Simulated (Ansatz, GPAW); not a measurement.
# hexatriene-1,6-dithiol between two Ni chains: relaxation, then transmission at several levels, part 2 of 5

Aim: the conductance of hexatriene-1,6-dithiol between two Ni chains after relaxation, and whether geometry, basis or functional moves it most.

GPAW 26.7.0 and Ansatz 0.2.0; Ansatz plane waves; relaxation of the junction with the lead ends held; PAW set soft_1 (the session's first sound run).

So far: Starting point; Relaxation.

## 2. Relaxation (continued)

Site moment by element, in μB:

```
element  atoms  mean  spread (r.m.s.)  least  largest
     Ni     16  1.03             0.11   0.74     1.10
      S      2  0.01             0.00   0.01     0.01
      C      6  0.00             0.00   0.00     0.00
      H      6  0.00             0.00   0.00     0.00
```

The atoms farthest from the mean of their element:

```
atom        x, y, z (Å)  site moment (μB)
Ni23  6.46, 4.48, 27.33              0.74
 Ni8  5.63, 4.53, 15.45              0.74
Ni26  6.04, 4.50, 33.06              1.10
 Ni5   6.04, 4.50, 9.72              1.10
Ni28  6.04, 4.50, 37.38              1.09
 Ni3   6.04, 4.50, 5.40              1.09
 Ni1   6.04, 4.50, 1.08              1.09
Ni30  6.04, 4.50, 41.70              1.09
```

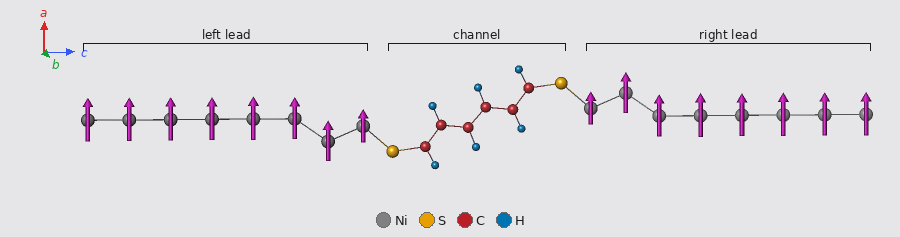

Site moment as arrows, the longest 1.10 μB. Up and down stand for the sign. Arrows give size and sign along the axis of quantisation, drawn up and down the page.

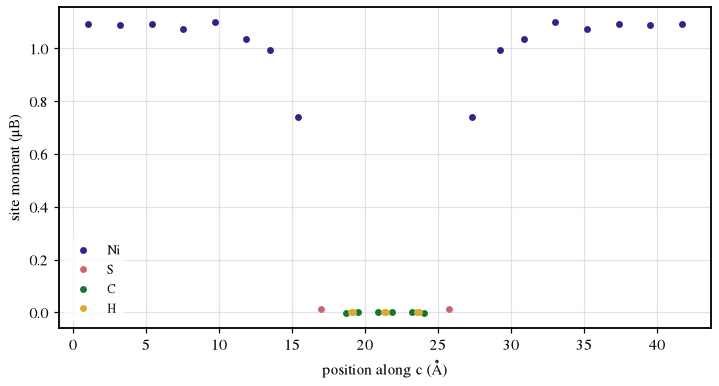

Site moment along the cell.

The relaxation lowered the energy of the cell by 1.52 eV.

## 3. Plane-wave reference (PBE)

A plane-wave run comes first: its basis does not favour the atoms, so it serves as the reference for the orbital bases.

This step: Ansatz plane waves; Landauer transmission by layers, zero bias; PAW set soft_1 (Ansatz 0.2.0).

File input.yaml:

```yaml
crystal:
  lattice:
    - [12.086046068, 0.0, 0.0]
    - [0.0, 9.0, 0.0]
    - [0.0, 0.0, 42.7813647821]
  atoms:
    - { symbol: Ni, position: [0.5, 0.5, 0.0252446364], spin: 1.0 }
    - { symbol: Ni, position: [0.5, 0.5, 0.0757339093], spin: 1.0 }
    - { symbol: Ni, position: [0.5, 0.5, 0.1262231822], spin: 1.0 }
    - { symbol: Ni, position: [0.5, 0.5, 0.176712455], spin: 1.0 }
    - { symbol: Ni, position: [0.5, 0.5, 0.2272017279], spin: 1.0 }
    - { symbol: Ni, position: [0.5, 0.5, 0.2776910008], spin: 1.0 }
    - { symbol: Ni, position: [0.4065968963, 0.5966316085, 0.3165577896], spin: 1.0 }
    - { symbol: Ni, position: [0.4656969746, 0.5034740674, 0.3610601655], spin: 1.0 }
    - { symbol: S, position: [0.3536698521, 0.4729295837, 0.3976818533] }
    - { symbol: C, position: [0.3748269218, 0.4929295911, 0.4371016341] }
    - { symbol: H, position: [0.549956059, 0.4882556146, 0.4460347283] }
    - { symbol: H, position: [0.2946024424, 0.4999408539, 0.4490085628] }
    - { symbol: C, position: [0.4673236653, 0.4947978904, 0.4563706867] }
    - { symbol: C, position: [0.456809938, 0.5017560715, 0.4892720579] }
    - { symbol: H, position: [0.6278208406, 0.4923892903, 0.5014206509] }
    - { symbol: H, position: [0.3724931513, 0.5085856776, 0.4985780531] }
    - { symbol: C, position: [0.5435001279, 0.499186881, 0.5107255632] }
    - { symbol: C, position: [0.5329758056, 0.5061275853, 0.5436270807] }
    - { symbol: H, position: [0.7056964566, 0.5011243979, 0.5510005892] }
    - { symbol: H, position: [0.4503381602, 0.5126665592, 0.5539597994] }
    - { symbol: C, position: [0.6254599329, 0.5080608033, 0.5629007871] }
    - { symbol: S, position: [0.6465393214, 0.5281476529, 0.6023205767] }
    - { symbol: Ni, position: [0.534521315, 0.4972250215, 0.6389221024], spin: 1.0 }
    - { symbol: Ni, position: [0.5938186558, 0.404244157, 0.6834229576], spin: 1.0 }
    - { symbol: Ni, position: [0.5, 0.5, 0.7223089992], spin: 1.0 }
    - { symbol: Ni, position: [0.5, 0.5, 0.7727982721], spin: 1.0 }
    - { symbol: Ni, position: [0.5, 0.5, 0.823287545], spin: 1.0 }
    - { symbol: Ni, position: [0.5, 0.5, 0.8737768178], spin: 1.0 }
    - { symbol: Ni, position: [0.5, 0.5, 0.9242660907], spin: 1.0 }
    - { symbol: Ni, position: [0.5, 0.5, 0.9747553636], spin: 1.0 }
magnetization:
  spin_polarized: true
kpoints:
  mp_grid: { grid: [1, 1, 2] }
hamiltonian:
  xc: pbe
  pseudopotentials: { kind: paw, azcp: { folder: soft_1 } }
scf:
  occupations: { method: fermi_dirac, width: 0.1 }
output:
  transmission:
    leads: [[0, 1]]
    e_range: [-2, 2]
    de: 0.025
    kmesh: [1, 1]
    reduced_basis: true
  write_potential: true
  write_density: true
  volumetric_format: npy
```

Launch:

```console
$ ansatz run input.yaml --threads 4 --pin off --max-ram 8192MiB --backend cpu --events-out ev --progress --plain --runs-dir out
```

Numbers of over 12 decimals in the logs are rounded to 6 here.

Log:

```text
[...]
Crystal: 30 atoms, lattice volume = 4653.518 Å³
Basis set: ecut = 420 eV, 90925 PW (Γ)
Bands: 208, of which v1, the nominal top of the filled ones, is band 165 counted from 1 (164 counted from 0)
Symmetry: 1 space group operations
[...]
k-points: 2
[...]
Starting moments: Σ|m| = 16 μB on 16 of 30 sites
[...]
SCF iter   1: F=—  HF=-96788.131176 eV  |F-HF|=—  |Δ(HF+E_count)|=         —  Δρ=2.33e-2 (↑2.33e-2 ↓1.18e-2)  dr2=5.90e1  dr2_m=4.44e0  M=19.927 μB ∫|m|=20.463 μB  β_m=0.30  ethr=3.10e-3  ⟨swp⟩=8.2  Hψ=3640  notcnv=0  defer=70
[...]
SCF iter  28: F=-96798.042673 eV  HF=-96798.042673 eV  |F-HF|=7.13e-8  |Δ(HF+E_count)|=   1.30e-8  Δρ=1.18e-6 (↑2.32e-7 ↓1.18e-6)  dr2=8.80e-8  dr2_m=1.04e-8  M=17.075 μB ∫|m|=18.097 μB  ethr=6.98e-12  ⟨swp⟩=2.0  Hψ=2633  notcnv=0
SCF 1 converged in 28 iterations: F = -96798.042673 eV  dr2 = 8.80e-8
[...]
transmission: 11 of 106 steps passed
transmission: 22 of 106 steps passed
[...]
transmission: 106 of 106 steps passed
WARN: The input density's exchange-correlation potential varies sharply where the density is thin. Do not read a vacuum level from v_tot or v_xc, or from such a field of the output density. On a cell that repeats whose density bears no net charge and no dipole along the vacuum's axis use v_es (v_loc + v_h of the components); under efield.dipole_correction with no amplitude use v_es + v_field, which holds any external [...]
SCF converged after 28 iterations
the last check of whether an eigenvalue changes by more than its tolerance under the output density was not made (no_room)
Magnetization: 17.0745 μB (173.5373 up, 156.4627 down)
Absolute magnetization: 18.1026 μB (∫|ρ↑−ρ↓|, with the PAW one-centre terms)
[...]
Per-site moments (μB) at R_I (Å): [(1.092269, 0.891000), (1.088292, 0.891000), (1.093054, 0.891000), (1.074292, 0.891000), (1.100850, 0.891000), (1.037100, 0.891000), (0.994537, 0.903321), (0.740220, 0.861663), (0.014564, 0.707511), (-0.00240153, 0.452545), (-0.000160293, 0.451192), (0.000983872, 0.452545), (0.00341938, 0.451192), (0.000381628, 0.452014), (6.86671677921901e-6, 0.452018), (6.919164479901047e-6, 0.4520 [...]
Free energy (F): -96798.042673 eV
[...]
Internal energy: -96796.559457 eV  (E = F + TS)
E sigma→0 (E₀):  -96797.301065 eV
Entropy (-TS):   -1.483215 eV (-49.441 meV/atom)
Fermi energy:    -3.620239 eV
[...]
--- Band table (eV) ---
  k-point 0 ↑: bands = [... 161 lower, -4.5041, -4.4932, -4.4573, -4.4454, -4.4180, -4.4068, -4.4056, -4.3605, ... 39 higher]
  k-point 1 ↑: bands = [... 161 lower, -4.5443, -4.4684, -4.4597, -4.4406, -4.4310, -4.4179, -4.3848, -4.3573, ... 39 higher]
  k-point 0 ↓: bands = [... 161 lower, -3.5166, -3.4808, -3.4725, -3.4103, -3.3581, -3.3330, -3.2697, -3.2476, ... 39 higher]
  k-point 1 ↓: bands = [... 161 lower, -3.4965, -3.4943, -3.4371, -3.4219, -3.3569, -3.3291, -3.2980, -3.2624, ... 39 higher]
--- Transmission ---
  basis      : 963 plane waves across, 53 finite elements along
  points     : 1, standing for a mesh of 1 x 1
  filling    : by the input's occupations and mesh, since the crystals that have channels conduct as metals do. If one of these is a semiconductor, that mesh has misplaced its level
  energies   : 161 from -2.000000 to 2.000000 eV about the Fermi level, 0.025000 eV apart; the leads are filled to 0.000000 eV, and channels, transmission and decay are at 0.000000 eV
  crystal 0  : Ni1, at the sites [0, 1], period 2.1600 Å, over 25.92 Å; its Hamiltonian steps by up to 12.1 meV
    offset         : up to 0.0000 Å between an atom of the period and one for which it stands
    filled         : 26.1 meV over the level at which it is neutral
    channels       : 1.000000e0 up, 6.000000e0 down
    conductance    : 2.2165e14 S/m² at 300 K; may be off by some 0.0 % by where its bands' edges are placed, 6.4 % from the distance to neutral
  junction   : crystal 0 to crystal 0, 0.69 to 41.31 Å
    transmission   : 9.902705e-1 up, 6.898917e-1 down
    conductance    : 5.4859e13 S/m² at 300 K (5.5081e13 on every other energy)
    error estimate : 0.4 % from the energy spacing and 0.0 % from band edges of the leads and from resonances (wavevectors taken as independent; lower de), 12.8 % from the steps of its leads' Hamiltonians or their offsets (lay more layers), 2.9 % from the distance to neutral
    resistance     : 6.5223e-3 Ω µm² beyond half of each lead's own
```

Wall time 4.9 h (4 threads of Arm Neoverse N1, shared host); peak memory 7.3 GiB.

Numbers from this step:

```yaml
free_energy: -96798.0427 eV
lead_level: 0 eV from the Fermi level
transmission_spin_up: 0.9903
transmission_spin_down: 0.6899
open_channels_spin_up: 1
open_channels_spin_down: 6
step_of_the_lead_s_potential: 12.1 meV
offset_of_the_lead: 0 Å
distance_of_the_level_from_neutral_unsigned: 26.1 meV
junction_conductance_per_cell: 0.7702 G₀
```

Each spin. The transmission, zone mean by energy, zero at the Fermi level:

```
energy (eV)     T up   T down
    -2.0000    0.544    0.281
    -1.7500    0.218   0.0215
    -1.5000    0.167  0.00645
    -1.4250    0.946  0.00448
    -1.2500    0.123    0.117
    -1.0000    0.570    0.518
    -0.9000    0.990    0.980
    -0.7500    0.206    0.164
    -0.5000   0.0195    0.381
    -0.3250   0.0480     1.00
    -0.2500   0.0774    0.934
     0.0000    0.990    0.690
     0.2500   0.0616    0.328
     0.5000   0.0177    0.140
     0.7500  0.00950   0.0422
     1.0000  0.00755   0.0168
     1.2500  0.00888   0.0136
     1.5000   0.0183   0.0216
     1.7500    0.164    0.113
     1.8250    0.989    0.366
     1.9250    0.827    0.548
     2.0000    0.153   0.0637
```

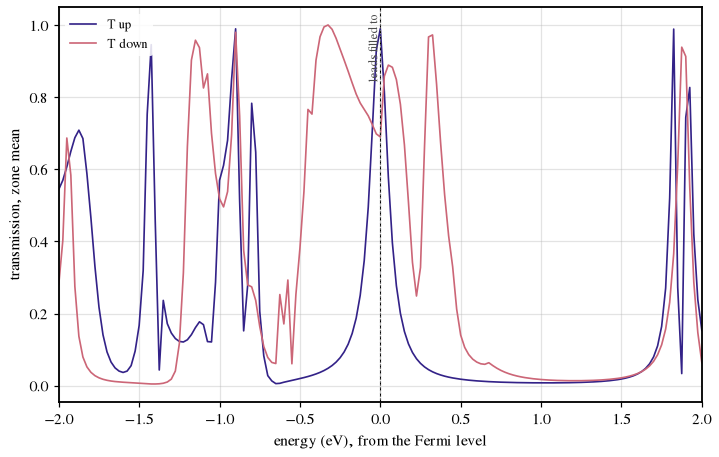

Transmission, zone mean against energy.

Each spin. Open channels, zone mean against energy, zero at the Fermi level:

```
energy (eV)  lead up  lead down
     -2.000        3          1
     -1.500        6          3
     -1.000        4          4
     -0.500        1          6
      0.000        1          6
      0.500        1          3
      1.000        1          1
      1.500        1          1
      2.000        1          1
```

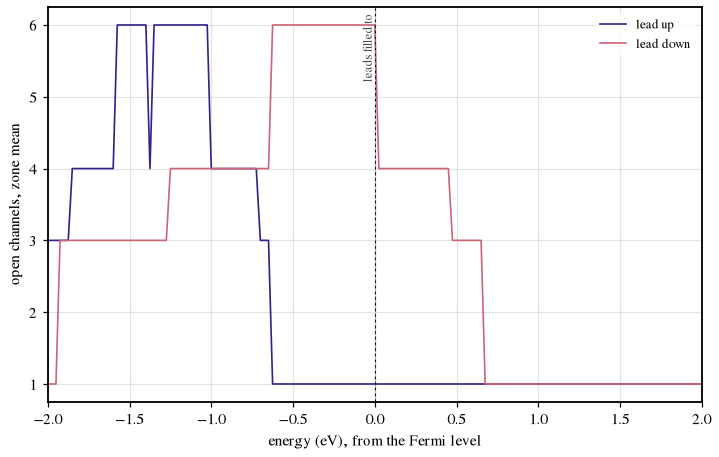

Open channels, zone mean against energy.

At 0.0000 eV from the Fermi level; k in fractions of b1, b2; points that symmetry leaves. k resolved, by row:

```
spin  k1  k2  weight  t_junction_0  channels_crystal_0
  up   0   0       1        0.9903                   1
  dn   0   0       1        0.6899                   6
```

Crystal 0, spin up, k parallel (0, 0); distinct values, listed up to 1.5 1/Å. The Im kz of the slowest decaying states by energy, zero at the Fermi level:

```
energy (eV)  decay 1 (Å⁻¹)  decay 2 (Å⁻¹)  decay 3 (Å⁻¹)  decay 4 (Å⁻¹)
    -2.0000          0.254          0.722          0.722           1.25
    -1.7500          0.485          0.485           1.23           1.26
    -1.5000           1.21           1.24           1.27           1.36
    -1.2500           1.18           1.22           1.25           1.34
    -1.0000          0.126          0.127           1.16           1.19
    -0.7500          0.586          0.586           1.14           1.17
    -0.5000          0.169          0.171          0.269          0.780
    -0.2500          0.266          0.267          0.395          0.913
     0.0000          0.320          0.321          0.486           1.01
     0.2500          0.354          0.355          0.559           1.04
     0.5000          0.373          0.374          0.620           1.02
     0.7500          0.379          0.381          0.673          0.998
     1.0000          0.375          0.378          0.719          0.973
     1.2500          0.360          0.364          0.761          0.938
     1.5000          0.335          0.340          0.798          0.901
     1.7500          0.295          0.304          0.831          0.863
     2.0000          0.238          0.251          0.823          0.862
```

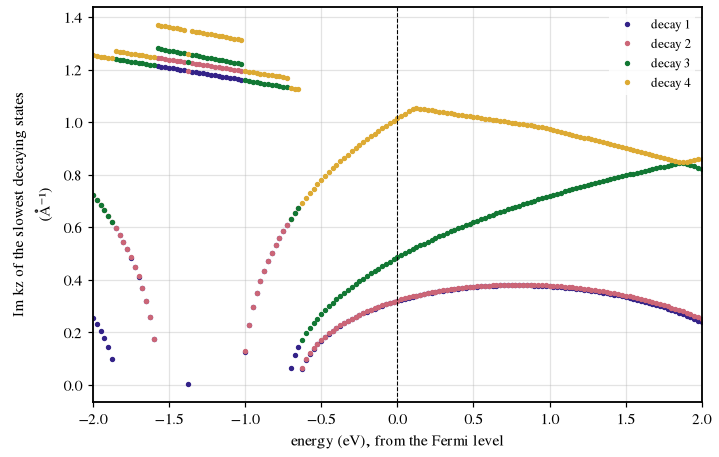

Im kz of the slowest decaying states against energy.

Crystal 0, spin up, k parallel (0, 0). Re kz of states that move upwards against energy, zero at the Fermi level:

```
energy (eV)  channel 1 (Å⁻¹)  channel 2 (Å⁻¹)  channel 3 (Å⁻¹)  channel 4 (Å⁻¹)  channel 5 (Å⁻¹)  channel 6 (Å⁻¹)
     -2.000           -0.710           -0.709            0.800                -                -                -
     -1.500           -0.508           -0.507            0.355            0.356            0.392            0.937
     -1.000           -0.297           -0.296            0.597             1.14                -                -
     -0.500            0.731                -                -                -                -                -
      0.000            0.829                -                -                -                -                -
      0.500            0.910                -                -                -                -                -
      1.000            0.980                -                -                -                -                -
      1.500             1.04                -                -                -                -                -
      2.000             1.11                -                -                -                -                -
```

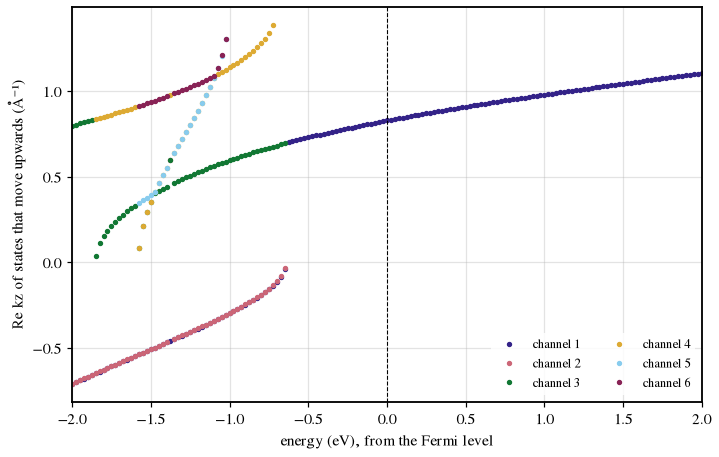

Re kz of states that move upwards against energy.

Crystal 0, spin dn, k parallel (0, 0); distinct values, listed up to 1.5 1/Å. Im kz of the slowest decaying states against energy, zero at the Fermi level:

```
energy (eV)  decay 1 (Å⁻¹)  decay 2 (Å⁻¹)  decay 3 (Å⁻¹)  decay 4 (Å⁻¹)
    -2.0000          0.166          0.169          0.566           1.08
    -1.7500          0.465           1.01           1.01           1.21
    -1.5000          0.328          0.916          0.917           1.19
    -1.2500          0.801          0.802           1.16           1.19
    -1.0000          0.644          0.645           1.13           1.17
    -0.7500          0.381          0.382           1.11           1.14
    -0.5000           1.08           1.12           1.16           1.26
    -0.2500           1.06           1.09           1.13           1.23
     0.0000           1.03           1.07           1.10           1.20
     0.2500          0.532          0.533           1.00           1.04
     0.5000          0.102          0.728          0.728          0.976
     0.7500          0.107          0.108          0.304          0.861
     1.0000          0.198          0.199          0.414          0.925
     1.2500          0.236          0.238          0.495          0.901
     1.5000          0.249          0.252          0.561          0.879
     1.7500          0.241          0.246          0.617          0.857
     2.0000          0.211          0.220          0.665          0.822
```

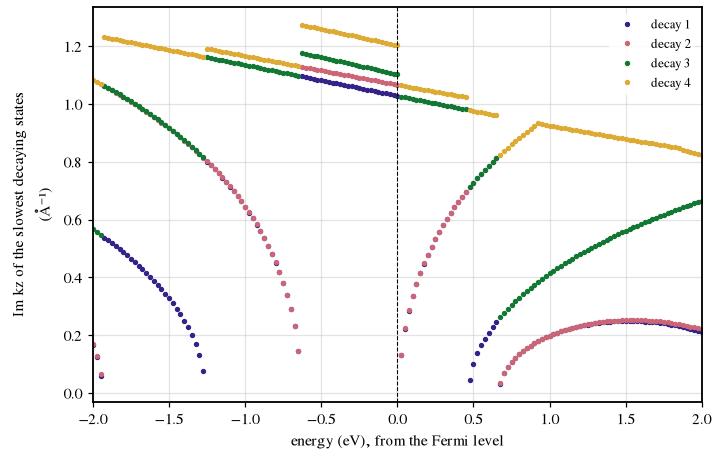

Im kz of the slowest decaying states against energy.

Crystal 0, spin dn, k parallel (0, 0). Table of Re kz of states that move upwards by energy, zero at the Fermi level:

```
energy (eV)  channel 1 (Å⁻¹)  channel 2 (Å⁻¹)  channel 3 (Å⁻¹)  channel 4 (Å⁻¹)  channel 5 (Å⁻¹)  channel 6 (Å⁻¹)
    -2.0000            0.629                -                -                -                -                -
    -1.7500            -1.15            -1.15            0.673                -                -                -
    -1.5000           -0.985           -0.984            0.716                -                -                -
    -1.2500           -0.859           -0.859           0.0748            0.759                -                -
    -1.0000           -0.751           -0.751            0.351            0.804                -                -
    -0.7500           -0.653           -0.652            0.494            0.852                -                -
    -0.5000           -0.559           -0.559            0.438            0.438            0.605            0.906
    -0.2500           -0.468           -0.467            0.697            0.815            0.816            0.973
     0.0000           -0.376           -0.376            0.771             1.06             1.33             1.33
     0.2500           -0.280           -0.279            0.831             1.18                -                -
     0.5000           -0.166           -0.165            0.881                -                -                -
     0.7500            0.923                -                -                -                -                -
     1.0000            0.961                -                -                -                -                -
     1.2500            0.996                -                -                -                -                -
     1.5000             1.03                -                -                -                -                -
     1.7500             1.06                -                -                -                -                -
     2.0000             1.09                -                -                -                -                -
```

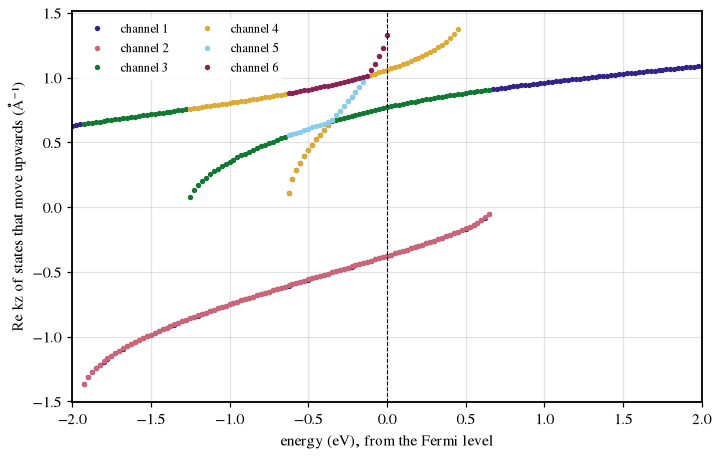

Re kz of states that move upwards against energy.

The electrostatic potential energy of an electron (with the applied field's), less the Fermi level, planar mean oscillates, so the rows of the table below give means over windows of 2.08 Å about each position, cut where the curve ends. Its first 14 maxima inside the range that stand out by 2 % of the span (Å: eV): 1.0: 4.27, 2.2: 4.70, 3.3: 4.25, 4.3: 4.69, 5.3: 4.24, 6.5: 4.66, 8.6: 4.62, 10.8: 4.53, 12.8: 4.00, 13.5: 3.94, 14.6: 4.22, 15.4: 3.96, 16.2: 4.00, 18.0: 4.24. Its first 14 minima: 0.7: 4.23, 1.3: 4.23, 3.0: 4.22, 3.6: 4.21, 5.1: 4.21, 5.8: 4.21, 7.9: 4.15, 10.1: 4.10, 12.3: 3.87, 13.1: 3.86, 14.0: 3.90, 15.2: 3.91, 15.9: 3.89, 17.1: 3.62.

Electrostatic potential energy of an electron (with the applied field's), less the Fermi level, planar mean against z; means over each step:

```
z (Å)  electrostatic potential energy of an electron (with the applied field's), less the Fermi level, planar mean (eV)
 1.04                                                                                                              4.39
 3.12                                                                                                              4.38
 5.20                                                                                                              4.37
 7.28                                                                                                              4.33
 9.36                                                                                                              4.29
11.44                                                                                                              4.15
13.52                                                                                                              3.97
15.60                                                                                                              3.95
17.68                                                                                                              3.85
19.76                                                                                                              3.60
21.84                                                                                                              3.57
23.92                                                                                                              3.62
26.00                                                                                                              3.84
28.08                                                                                                              4.00
30.16                                                                                                              3.93
32.24                                                                                                              4.24
34.32                                                                                                              4.32
36.40                                                                                                              4.36
38.48                                                                                                              4.39
40.56                                                                                                              4.40
```

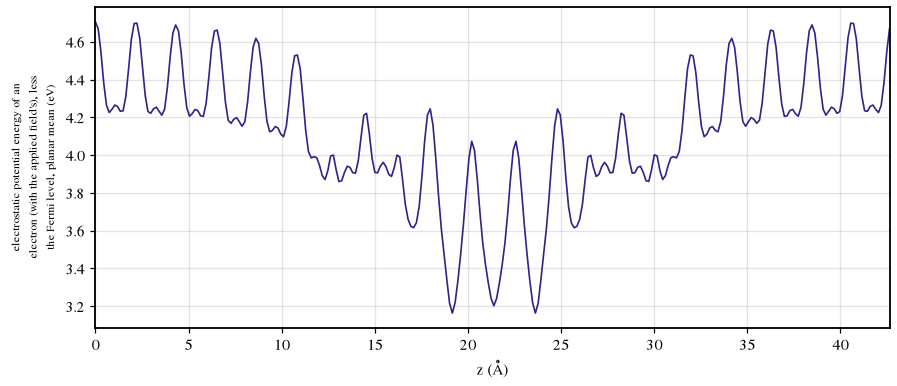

Electrostatic potential energy of an electron (with the applied field's), less the Fermi level, planar mean, plotted against z.

[end of part 2 of 5]

[Logs are printed without paths, hosts, clocks, repeated set-up lines and the standing remarks that a program may print on its own settings, such as how far it seeks lower states.]

[Hosts, paths, dates, database ids (printed as entryN), source tags and the programs' standing remarks are cut or masked in the printed files.]
